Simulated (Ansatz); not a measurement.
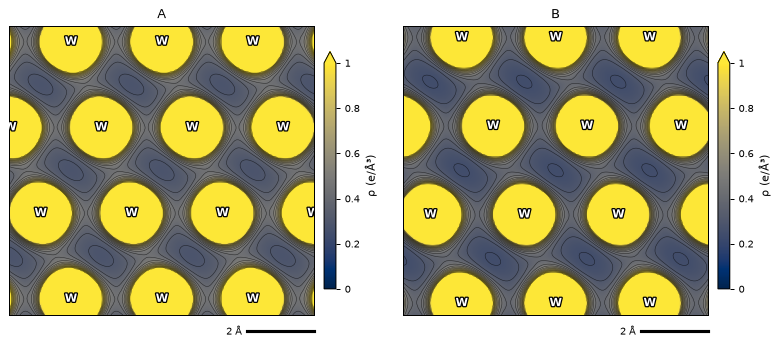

W. The valence charge density (pseudo) of two cells that differ in size, on the (100) plane of each (indices in the axes of the calculation cell), at one length scale and on one colour scale; one has 15.2 and the other 16.8 Å³ an atom.

The calculation used Ansatz, Kohn-Sham DFT of a periodic cell, HSE06, Ansatz PAW.

The larger cell:

```xyz
1
Lattice="-1.6134 1.6134 1.6134 1.6134 -1.6134 1.6134 1.6134 1.6134 -1.6134" Properties=species:S:1:pos:R:3 pbc="T T T"
W     0.0000    0.0000    0.0000
```

The smaller cell: a = 2.704 Å, b = 2.704 Å, c = 2.704 Å, α = 109.47°, β = 109.47°, γ = 109.47°.

Which is the denser cell? Describe the effect of the change.

Answer. Panel A is the smaller cell, by 9 % in volume. From the larger cell to the smaller, W–W goes from 2.79 to 2.70 Å, and the density at its midpoint from 0.39 to 0.45 e/Å³; the pressure goes from −18 to 14 GPa.
